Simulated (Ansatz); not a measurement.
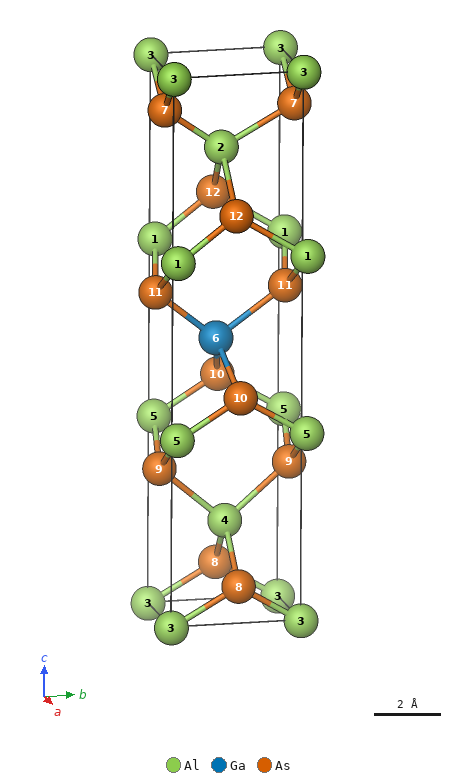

The starting structure (ball-and-stick view of the cell of the calculation, seen slightly off an axis; atoms are numbered from 1 in the order of the input). An atom can appear more than once, as a periodic image. Near neighbours in the periodic cell (some may lie outside the picture): Al has 4 As at 2.22 to 2.76 Å; Ga has 4 As at 2.45 to 2.67 Å; As has 4 Al at 2.22 to 2.76 Å; As has 2 Al at 2.34 to 2.51 Å and 2 Ga at 2.45 to 2.67 Å.

# Geometry relaxation of Al₅GaAs₆ (part 1 of 2)

Al₅GaAs₆ (P1, 12 atoms in the cell), computed with DFT PBE, scalar-relativistic, plane waves, PAW, no spin polarisation (Ansatz 0.2.0).

The structure was made by a generator, so it may or may not be a known phase. Figures and captions count atoms from 1; the log counts them from 0 in places.

### What the program printed
```
Engine: ansatz 0.2.0, x86_64-unknown-linux-gnu
Pseudopotentials: kind: paw
Pseudopotential: Al, paw, valence charge 3, recommended cutoff 420 eV (normal), Al.paw.azcp
Pseudopotential: Ga, paw, valence charge 13, recommended cutoff 420 eV (normal), Ga.paw.azcp
Pseudopotential: As, paw, valence charge 15, recommended cutoff 420 eV (normal), As.paw.azcp
Functional definition: PBE
  parameter kappa = 0.804
  parameter beta = 0.06672455060314922
  exchange = pbe_x(kappa = kappa, mu = beta*pi^2/3)
  correlation = pbe_c(beta = beta)
Crystal: 12 atoms, lattice volume = 283.149 Å³
Basis set: ecut = 420 eV, 5545 PW (Γ), exchange–correlation on 60×60×240 points (8 copies of the dense FFT grid, shifted against one another)
Bands: 71, of which v1, the nominal top of the filled ones, is band 59 counted from 1 (58 counted from 0)
Symmetry: 1 space group operations
Space group: P1 (ITA 1), of the structure as read, at distance tolerance 6.6e-5 Å
k-points: 10 of 16 (time reversal used)
Non-local potential: Al, projectors of the file, l = 0: 2, l = 1: 2, l = 2: 1
Non-local potential: Ga, projectors of the file, l = 0: 2, l = 1: 2, l = 2: 3, l = 3: 1
Non-local potential: As, projectors of the file, l = 0: 2, l = 1: 2, l = 2: 3, l = 3: 1
PAW form: soft (Blöchl's): semilocal exchange-correlation on the pseudo side does not see the compensation charge
PAW one-centre angular grid: Al, 110 points (default); XC on 64 Gauss nodes
PAW one-centre angular grid: Ga, 590 points (default); XC on 64 Gauss nodes
PAW one-centre angular grid: As, 590 points (default); XC on 64 Gauss nodes
Initial density: superposition of atomic densities (neutral atoms: chi_scale 0, normalization atom), corrected by the library's trained network
Initial wavefunctions: pseudopotential atomic-orbital guess
Functional: x = pbe(κ = 0.804, μ = 0.2195149727645171), c = pbe(β = 0.06672455060314922)
SCF iter   1: F=—  HF=-35610.647953 eV  |F-HF|=—  |Δ(HF+E_count)|=         —  Δρ=1.40e-3  dr2=9.56e-3  ethr=1.77e-3  ⟨swp⟩=6.4  Hψ=2780  notcnv=0
preconditioner: auto → Resta (q_TF=auto, 2.358 Å⁻¹)  ε∞=3.9  [insulator: Δε(μ)=0.683 eV  Ē_g=9.786 eV  σ=0.100 eV  W_gap=1.00  n_scr=68 (ndim 8)  ℏωp=16.8 eV  f_vac=0.017  D(μ)=0.00/eV (n_scr^D=0)  ε∞_Penn≈3.9]
SCF iter   2: F=—  HF=-35610.645238 eV  |F-HF|=—  |Δ(HF+E_count)|=   2.71e-3  Δρ=7.68e-4  dr2=2.36e-3  ethr=8.11e-6  ⟨swp⟩=2.2  Hψ=1197  notcnv=0
SCF iter   3: F=—  HF=-35610.645272 eV  |F-HF|=—  |Δ(HF+E_count)|=   3.35e-5  Δρ=3.08e-4  dr2=5.20e-4  ethr=2.00e-6  ⟨swp⟩=2.0  Hψ=1219  notcnv=0
SCF iter   4: F=—  HF=-35610.645220 eV  |F-HF|=—  |Δ(HF+E_count)|=   5.21e-5  Δρ=1.01e-4  dr2=4.95e-5  ethr=4.41e-7  ⟨swp⟩=3.0  Hψ=1200  notcnv=0
SCF iter   5: F=—  HF=-35610.645285 eV  |F-HF|=—  |Δ(HF+E_count)|=   6.55e-5  Δρ=4.28e-5  dr2=9.83e-6  ethr=4.20e-8  ⟨swp⟩=2.0  Hψ=1204  notcnv=0
SCF iter   6: F=—  HF=-35610.645287 eV  |F-HF|=—  |Δ(HF+E_count)|=   1.91e-6  Δρ=1.85e-5  dr2=1.95e-6  ethr=8.33e-9  ⟨swp⟩=2.0  Hψ=1050  notcnv=0
SCF iter   7: F=—  HF=-35610.645288 eV  |F-HF|=—  |Δ(HF+E_count)|=   1.01e-6  Δρ=6.70e-6  dr2=2.35e-7  ethr=1.65e-9  ⟨swp⟩=2.0  Hψ=1249  notcnv=0
SCF iter   8: F=-35610.645288 eV  HF=-35610.645288 eV  |F-HF|=2.20e-8  |Δ(HF+E_count)|=   2.48e-7  Δρ=2.29e-6  dr2=6.02e-8  ethr=8.47e-11  ⟨swp⟩=9.4  Hψ=2765  notcnv=0
SCF 1 converged in 8 iterations: F = -35610.645288 eV  dr2 = 6.02e-8
  greatest PAW one-centre occupation: 0.999 electrons in one spin orbital (limit 2), on the As atom at site 9 (counted from 0), in its partial waves of l = 2
relax step   1: F+E_penalty+E_count = -35610.64528827 eV  Δ(F+E_penalty+E_count) = +0.000e0 eV  max|allowed force component| = 2.961e0 eV/Å  Δτ_max = 0.0000 Å  P = +1.494 GPa  Ω = 283.149 Å³  (8 SCF iters, dr2 threshold 1.00e-7 eV, accepted)
Crystal: 12 atoms, lattice volume = 279.879 Å³
Basis set: ecut = 420 eV, 5483 PW (Γ), exchange–correlation on 60×60×240 points (8 copies of the dense FFT grid, shifted against one another)
Initial density: handed on by an earlier stage of this run
Initial wavefunctions: those handed on with the density
iter 1 solved again at ethr=2.06e-4 eV; its pass at ethr=3.10e-3 eV (dr2=2.43e-1 eV) is discarded
SCF iter   1: F=—  HF=-35612.334068 eV  |F-HF|=—  |Δ(HF+E_count)|=         —  Δρ=8.54e-3  dr2=2.48e-1  ethr=2.06e-4  ⟨swp⟩=1.1  Hψ=3275  notcnv=0
preconditioner: auto → Resta (q_TF=auto, 2.363 Å⁻¹)  ε∞=3.9  [insulator: Δε(μ)=1.247 eV  Ē_g=9.965 eV  σ=0.100 eV  W_gap=1.00  n_scr=68 (ndim 8)  ℏωp=16.9 eV  f_vac=0.011  D(μ)=0.00/eV (n_scr^D=0)  ε∞_Penn≈3.9]
SCF iter   2: F=—  HF=-35612.299548 eV  |F-HF|=—  |Δ(HF+E_count)|=   3.45e-2  Δρ=4.44e-3  dr2=4.36e-2  ethr=2.06e-4  ⟨swp⟩=3.0  Hψ=940  notcnv=0
SCF iter   3: F=—  HF=-35612.297258 eV  |F-HF|=—  |Δ(HF+E_count)|=   2.29e-3  Δρ=1.24e-3  dr2=8.37e-3  ethr=3.70e-5  ⟨swp⟩=2.0  Hψ=859  notcnv=0
SCF iter   4: F=—  HF=-35612.297001 eV  |F-HF|=—  |Δ(HF+E_count)|=   2.56e-4  Δρ=3.60e-4  dr2=5.53e-4  ethr=7.10e-6  ⟨swp⟩=1.8  Hψ=818  notcnv=0
SCF iter   5: F=—  HF=-35612.297228 eV  |F-HF|=—  |Δ(HF+E_count)|=   2.27e-4  Δρ=1.09e-4  dr2=6.15e-5  ethr=4.69e-7  ⟨swp⟩=2.0  Hψ=1266  notcnv=0
SCF iter   6: F=—  HF=-35612.297220 eV  |F-HF|=—  |Δ(HF+E_count)|=   8.43e-6  Δρ=5.71e-5  dr2=1.11e-5  ethr=5.21e-8  ⟨swp⟩=2.0  Hψ=1222  notcnv=0
SCF iter   7: F=—  HF=-35612.297230 eV  |F-HF|=—  |Δ(HF+E_count)|=   9.76e-6  Δρ=2.04e-5  dr2=1.71e-6  ethr=9.38e-9  ⟨swp⟩=2.0  Hψ=969  notcnv=0
SCF iter   8: F=-35612.297231 eV  HF=-35612.297231 eV  |F-HF|=9.02e-8  |Δ(HF+E_count)|=   1.01e-6  Δρ=8.30e-6  dr2=2.40e-7  ethr=1.02e-9  ⟨swp⟩=8.6  Hψ=3248  notcnv=0
SCF 2 converged in 8 iterations: F = -35612.297231 eV  dr2 = 2.40e-7
  greatest PAW one-centre occupation: 0.999 electrons in one spin orbital (limit 2), on the As atom at site 10 (counted from 0), in its partial waves of l = 2
relax step   2: F+E_penalty+E_count = -35612.29723063 eV  Δ(F+E_penalty+E_count) = -1.652e0 eV  max|allowed force component| = 1.039e0 eV/Å  Δτ_max = 0.1949 Å  P = +0.708 GPa  Ω = 279.879 Å³  energy of the carried Pulay correction = +6.170e-4 eV  (8 SCF iters, dr2 threshold 1.20e-6 eV, accepted)
Crystal: 12 atoms, lattice volume = 281.173 Å³
Basis set: ecut = 420 eV, 5533 PW (Γ), exchange–correlation on 60×60×240 points (8 copies of the dense FFT grid, shifted against one another)
iter 1 solved again at ethr=2.04e-4 eV; its pass at ethr=3.10e-3 eV (dr2=2.41e-1 eV) is discarded
SCF iter   1: F=—  HF=-35612.662563 eV  |F-HF|=—  |Δ(HF+E_count)|=         —  Δρ=1.23e-2  dr2=2.42e-1  ethr=2.04e-4  ⟨swp⟩=1.0  Hψ=3923  notcnv=0
preconditioner: auto → Resta (q_TF=auto, 2.361 Å⁻¹)  ε∞=3.8  [insulator: Δε(μ)=1.373 eV  Ē_g=10.024 eV  σ=0.100 eV  W_gap=1.00  n_scr=68 (ndim 8)  ℏωp=16.9 eV  f_vac=0.017  D(μ)=0.00/eV (n_scr^D=0)  ε∞_Penn≈3.8]
SCF iter   2: F=—  HF=-35612.634205 eV  |F-HF|=—  |Δ(HF+E_count)|=   2.84e-2  Δρ=6.32e-3  dr2=6.24e-2  ethr=2.04e-4  ⟨swp⟩=2.5  Hψ=1116  notcnv=0
SCF iter   3: F=—  HF=-35612.632832 eV  |F-HF|=—  |Δ(HF+E_count)|=   1.37e-3  Δρ=1.11e-3  dr2=6.94e-3  ethr=5.28e-5  ⟨swp⟩=2.1  Hψ=1109  notcnv=0  defer=1
SCF iter   4: F=—  HF=-35612.632008 eV  |F-HF|=—  |Δ(HF+E_count)|=   8.23e-4  Δρ=4.21e-4  dr2=6.22e-4  ethr=5.88e-6  ⟨swp⟩=2.0  Hψ=977  notcnv=0  defer=1
SCF iter   5: F=—  HF=-35612.632105 eV  |F-HF|=—  |Δ(HF+E_count)|=   9.70e-5  Δρ=1.08e-4  dr2=7.16e-5  ethr=5.27e-7  ⟨swp⟩=2.0  Hψ=1294  notcnv=0  defer=1
SCF iter   6: F=—  HF=-35612.632111 eV  |F-HF|=—  |Δ(HF+E_count)|=   5.72e-6  Δρ=4.89e-5  dr2=1.02e-5  ethr=6.07e-8  ⟨swp⟩=2.0  Hψ=1294  notcnv=0  defer=1
SCF iter   7: F=—  HF=-35612.632117 eV  |F-HF|=—  |Δ(HF+E_count)|=   6.48e-6  Δρ=1.95e-5  dr2=1.61e-6  ethr=8.68e-9  ⟨swp⟩=2.0  Hψ=1005  notcnv=0  defer=1
SCF iter   8: F=-35612.632119 eV  HF=-35612.632119 eV  |F-HF|=8.90e-8  |Δ(HF+E_count)|=   1.37e-6  Δρ=6.54e-6  dr2=1.87e-7  ethr=1.02e-9  ⟨swp⟩=7.5  Hψ=3141  notcnv=0
SCF 3 converged in 8 iterations: F = -35612.632119 eV  dr2 = 1.87e-7
relax step   3: F+E_penalty+E_count = -35612.63211866 eV  Δ(F+E_penalty+E_count) = -3.349e-1 eV  max|allowed force component| = 2.995e-1 eV/Å  Δτ_max = 0.1980 Å  P = +0.358 GPa  Ω = 281.173 Å³  energy of the carried Pulay correction = +3.719e-4 eV  (8 SCF iters, dr2 threshold 1.20e-6 eV, accepted)
Crystal: 12 atoms, lattice volume = 282.890 Å³
Basis set: ecut = 420 eV, 5537 PW (Γ), exchange–correlation on 60×60×240 points (8 copies of the dense FFT grid, shifted against one another)
iter 1 solved again at ethr=1.89e-5 eV; its pass at ethr=3.10e-3 eV (dr2=2.23e-2 eV) is discarded
SCF iter   1: F=—  HF=-35612.681347 eV  |F-HF|=—  |Δ(HF+E_count)|=         —  Δρ=3.70e-3  dr2=2.29e-2  ethr=1.89e-5  ⟨swp⟩=1.9  Hψ=3507  notcnv=0
preconditioner: auto → Resta (q_TF=auto, 2.358 Å⁻¹)  ε∞=3.8  [insulator: Δε(μ)=1.333 eV  Ē_g=9.978 eV  σ=0.100 eV  W_gap=1.00  n_scr=68 (ndim 8)  ℏωp=16.8 eV  f_vac=0.018  D(μ)=0.00/eV (n_scr^D=0)  ε∞_Penn≈3.8]
SCF iter   2: F=—  HF=-35612.679142 eV  |F-HF|=—  |Δ(HF+E_count)|=   2.21e-3  Δρ=1.96e-3  dr2=6.60e-3  ethr=1.89e-5  ⟨swp⟩=1.1  Hψ=711  notcnv=0
SCF iter   3: F=—  HF=-35612.678985 eV  |F-HF|=—  |Δ(HF+E_count)|=   1.56e-4  Δρ=3.19e-4  dr2=1.06e-3  ethr=5.59e-6  ⟨swp⟩=2.0  Hψ=997  notcnv=0
SCF iter   4: F=—  HF=-35612.679123 eV  |F-HF|=—  |Δ(HF+E_count)|=   1.38e-4  Δρ=1.08e-4  dr2=5.20e-5  ethr=9.01e-7  ⟨swp⟩=2.6  Hψ=1189  notcnv=0
SCF iter   5: F=—  HF=-35612.679133 eV  |F-HF|=—  |Δ(HF+E_count)|=   9.58e-6  Δρ=3.45e-5  dr2=4.50e-6  ethr=4.41e-8  ⟨swp⟩=2.0  Hψ=1296  notcnv=0
SCF iter   6: F=-35612.679134 eV  HF=-35612.679134 eV  |F-HF|=2.13e-7  |Δ(HF+E_count)|=   1.25e-6  Δρ=1.62e-5  dr2=8.51e-7  ethr=1.02e-9  ⟨swp⟩=8.4  Hψ=3522  notcnv=0
SCF 4 converged in 6 iterations: F = -35612.679134 eV  dr2 = 8.51e-7
relax step   4: F+E_penalty+E_count = -35612.67913448 eV  Δ(F+E_penalty+E_count) = -4.702e-2 eV  max|allowed force component| = 1.037e-1 eV/Å  Δτ_max = 0.0568 Å  P = -0.070 GPa  Ω = 282.890 Å³  energy of the carried Pulay correction = +4.867e-5 eV  (6 SCF iters, dr2 threshold 1.20e-6 eV, accepted)
Crystal: 12 atoms, lattice volume = 282.745 Å³
Basis set: ecut = 420 eV, 5531 PW (Γ), exchange–correlation on 60×60×240 points (8 copies of the dense FFT grid, shifted against one another)
iter 1 solved again at ethr=1.14e-6 eV; its pass at ethr=3.10e-3 eV (dr2=1.34e-3 eV) is discarded
SCF iter   1: F=—  HF=-35612.682455 eV  |F-HF|=—  |Δ(HF+E_count)|=         —  Δρ=1.02e-3  dr2=1.43e-3  ethr=1.14e-6  ⟨swp⟩=3.0  Hψ=3297  notcnv=0
preconditioner: auto → Resta (q_TF=auto, 2.359 Å⁻¹)  ε∞=3.8  [insulator: Δε(μ)=1.336 eV  Ē_g=9.980 eV  σ=0.100 eV  W_gap=1.00  n_scr=68 (ndim 8)  ℏωp=16.8 eV  f_vac=0.016  D(μ)=0.00/eV (n_scr^D=0)  ε∞_Penn≈3.8]
SCF iter   2: F=—  HF=-35612.682300 eV  |F-HF|=—  |Δ(HF+E_count)|=   1.55e-4  Δρ=5.31e-4  dr2=4.13e-4  ethr=1.14e-6  ⟨swp⟩=2.0  Hψ=758  notcnv=0
SCF iter   3: F=—  HF=-35612.682527 eV  |F-HF|=—  |Δ(HF+E_count)|=   2.27e-4  Δρ=6.15e-5  dr2=2.60e-5  ethr=3.50e-7  ⟨swp⟩=2.0  Hψ=995  notcnv=0
SCF iter   4: F=—  HF=-35612.682527 eV  |F-HF|=—  |Δ(HF+E_count)|=   2.72e-7  Δρ=2.13e-5  dr2=7.24e-6  ethr=2.20e-8  ⟨swp⟩=2.1  Hψ=1098  notcnv=0
SCF iter   5: F=—  HF=-35612.682527 eV  |F-HF|=—  |Δ(HF+E_count)|=   4.25e-7  Δρ=7.88e-6  dr2=8.51e-7  ethr=6.14e-9  ⟨swp⟩=1.8  Hψ=919  notcnv=0
SCF iter   6: F=-35612.682526 eV  HF=-35612.682527 eV  |F-HF|=5.40e-8  |Δ(HF+E_count)|=   4.21e-8  Δρ=3.04e-6  dr2=4.78e-8  ethr=5.70e-10  ⟨swp⟩=6.6  Hψ=2845  notcnv=0
SCF 5 converged in 6 iterations: F = -35612.682526 eV  dr2 = 4.78e-8
relax step   5: F+E_penalty+E_count = -35612.68252650 eV  Δ(F+E_penalty+E_count) = -3.392e-3 eV  max|allowed force component| = 2.578e-2 eV/Å  Δτ_max = 0.0192 Å  P = -0.036 GPa  Ω = 282.745 Å³  energy of the carried Pulay correction = +7.576e-5 eV  (6 SCF iters, dr2 threshold 6.73e-7 eV, accepted)
Crystal: 12 atoms, lattice volume = 282.592 Å³
Basis set: ecut = 420 eV, 5529 PW (Γ), exchange–correlation on 60×60×240 points (8 copies of the dense FFT grid, shifted against one another)
iter 1 solved again at ethr=1.73e-7 eV; its pass at ethr=3.10e-3 eV (dr2=2.04e-4 eV) is discarded
SCF iter   1: F=—  HF=-35612.682700 eV  |F-HF|=—  |Δ(HF+E_count)|=         —  Δρ=4.09e-4  dr2=2.11e-4  ethr=1.73e-7  ⟨swp⟩=2.8  Hψ=3286  notcnv=0
preconditioner: auto → Resta (q_TF=auto, 2.359 Å⁻¹)  ε∞=3.8  [insulator: Δε(μ)=1.343 eV  Ē_g=9.982 eV  σ=0.100 eV  W_gap=1.00  n_scr=68 (ndim 8)  ℏωp=16.8 eV  f_vac=0.016  D(μ)=0.00/eV (n_scr^D=0)  ε∞_Penn≈3.8]
SCF iter   2: F=—  HF=-35612.682681 eV  |F-HF|=—  |Δ(HF+E_count)|=   1.88e-5  Δρ=2.12e-4  dr2=6.08e-5  ethr=1.73e-7  ⟨swp⟩=2.0  Hψ=760  notcnv=0
SCF iter   3: F=—  HF=-35612.682855 eV  |F-HF|=—  |Δ(HF+E_count)|=   1.74e-4  Δρ=2.33e-5  dr2=2.06e-6  ethr=5.16e-8  ⟨swp⟩=2.1  Hψ=886  notcnv=0
SCF iter   4: F=—  HF=-35612.682911 eV  |F-HF|=—  |Δ(HF+E_count)|=   5.60e-5  Δρ=8.07e-6  dr2=9.02e-7  ethr=1.74e-9  ⟨swp⟩=2.0  Hψ=1290  notcnv=0
SCF iter   5: F=-35612.682911 eV  HF=-35612.682911 eV  |F-HF|=1.38e-8  |Δ(HF+E_count)|=   1.82e-7  Δρ=2.55e-6  dr2=2.10e-8  ethr=3.52e-11  ⟨swp⟩=4.2  Hψ=3316  notcnv=0
SCF 6 converged in 5 iterations: F = -35612.682911 eV  dr2 = 2.10e-8
relax step   6: F+E_penalty+E_count = -35612.68291078 eV  Δ(F+E_penalty+E_count) = -3.843e-4 eV  max|allowed force component| = 1.160e-3 eV/Å  Δτ_max = 0.0062 Å  P = +0.002 GPa  Ω = 282.592 Å³  energy of the carried Pulay correction = +1.045e-4 eV  (5 SCF iters, dr2 threshold 4.15e-8 eV, accepted)
Initial wavefunctions: pseudopotential atomic-orbital guess (no wavefunctions were taken with the density)
iter 1 solved again at ethr=1.10e-7 eV; its pass at ethr=3.10e-3 eV (dr2=1.30e-4 eV) is discarded
SCF iter   1: F=—  HF=-35612.682044 eV  |F-HF|=—  |Δ(HF+E_count)|=         —  Δρ=1.15e-4  dr2=8.94e-7  ethr=1.10e-7  ⟨swp⟩=2.9  Hψ=4244  notcnv=0
SCF iter   2: F=—  HF=-35612.682911 eV  |F-HF|=—  |Δ(HF+E_count)|=   8.66e-4  Δρ=5.83e-5  dr2=2.30e-7  ethr=7.57e-10  ⟨swp⟩=2.0  Hψ=998  notcnv=0
SCF iter   3: F=—  HF=-35612.683128 eV  |F-HF|=—  |Δ(HF+E_count)|=   2.17e-4  Δρ=2.85e-6  dr2=1.17e-8  ethr=1.95e-10  ⟨swp⟩=2.0  Hψ=949  notcnv=0
SCF iter   4: F=-35612.683128 eV  HF=-35612.683128 eV  |F-HF|=5.31e-10  |Δ(HF+E_count)|=   4.02e-7  Δρ=5.47e-7  dr2=8.21e-10  ethr=2.54e-12  ⟨swp⟩=6.2  Hψ=2791  notcnv=0
SCF 7 converged in 4 iterations: F = -35612.683128 eV  dr2 = 8.21e-10
relax step   7: F+E_penalty+E_count = -35612.68312791 eV  Δ(F+E_penalty+E_count) = -2.171e-4 eV  max|allowed force component| = 1.213e-3 eV/Å  Δτ_max = 0.0000 Å  P = +0.002 GPa  Ω = 282.592 Å³  stress off target by 9.42e-3 GPa  SCF on the basis re-selected at this cell (its energy is not comparable with the rows above)  (4 SCF iters)
```

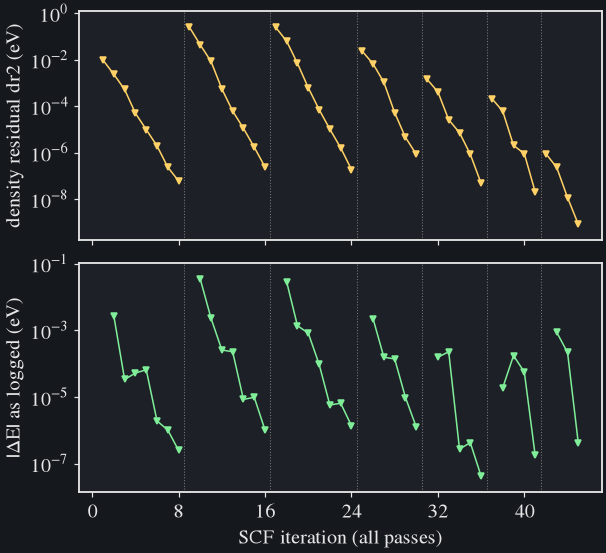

Convergence of the self-consistent field: density residual dr2 and size of the energy change against the SCF iteration. The dotted lines part the SCF passes of the relaxation: geometry steps, rejected trials and re-solves on a re-selected basis. The 7 passes take 4 to 8 iterations each, 45 in all.

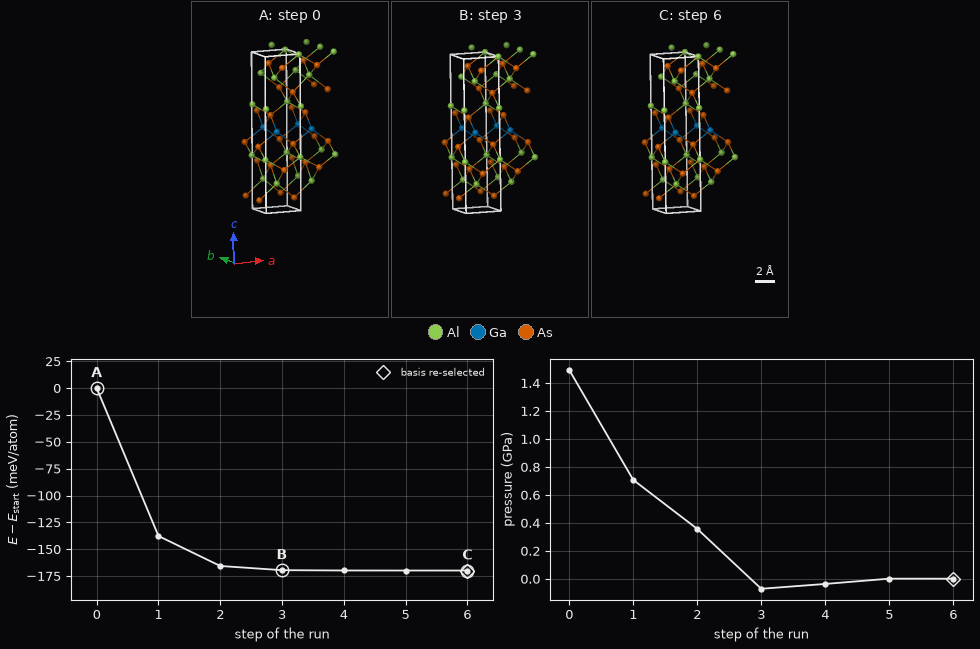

Frames of the relaxation (ball-and-stick view of the cell of the calculation, repeated 2 × 2 × 1, seen slightly off an axis) above the curves, on which the letters mark them (the first geometry is step 0 here and step 1 in the log).

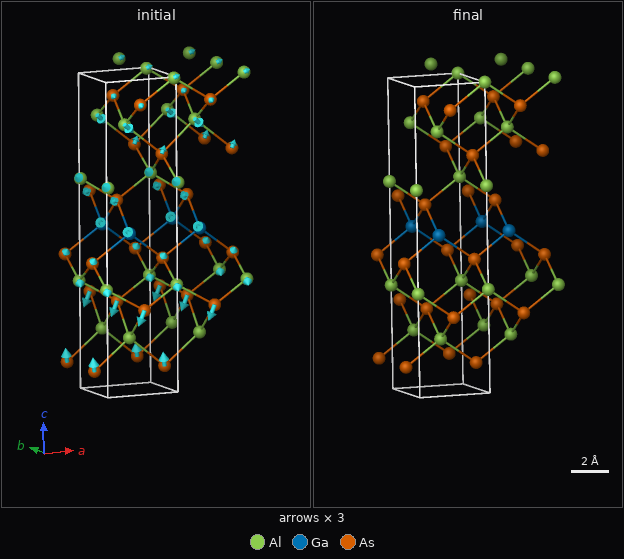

Before (left) and after (right) the relaxation, at one scale (ball-and-stick view of the cell of the calculation, repeated 2 × 2 × 1, seen slightly off an axis). The teal arrows give the displacements (without the part carried along by the change of the cell), magnified 3 times. After 5 geometry steps the energy has fallen by 170 meV per atom. The largest force component goes from 3 to 0.0012 eV/Å. The pressure goes from 1.49 to 0.00 GPa. The atom that moves furthest relative to the cell is As9 (0.32 Å). By element the largest moves are As 0.32 Å, Al 0.30 Å, Ga 0.29 Å. The volume changes by −0.2 %, with a 4.063 → 4.075 Å (+0.3 %), b 4.049 → 4.075 Å (+0.6 %), c 17.223 → 17.016 Å (−1.2 %), α 89.0° → 90.0°, β 88.4° → 90.0°, γ 91.0° → 90.0°. Among the contacts that change: Al2–As12 2.763 → 2.482 Å, Al2–As7 2.225 → 2.482 Å, Al4–As9 2.687 → 2.482 Å, Al4–As8 2.663 → 2.482 Å. Among the angles that change: As10–Ga6–As11 123.3° → 109.3°, As11–Al1–As12 96.1° → 108.9°, Al2–As12–Al2 98.0° → 110.4°. The space group (tolerance 0.01 Å) goes from P1 (No. 1) to P-4m2 (No. 115). A last SCF at the same geometry on a re-selected plane-wave basis shifts the energy by next to nothing (0.0 meV per atom). (Atoms are counted from 1 in the order of the input.)
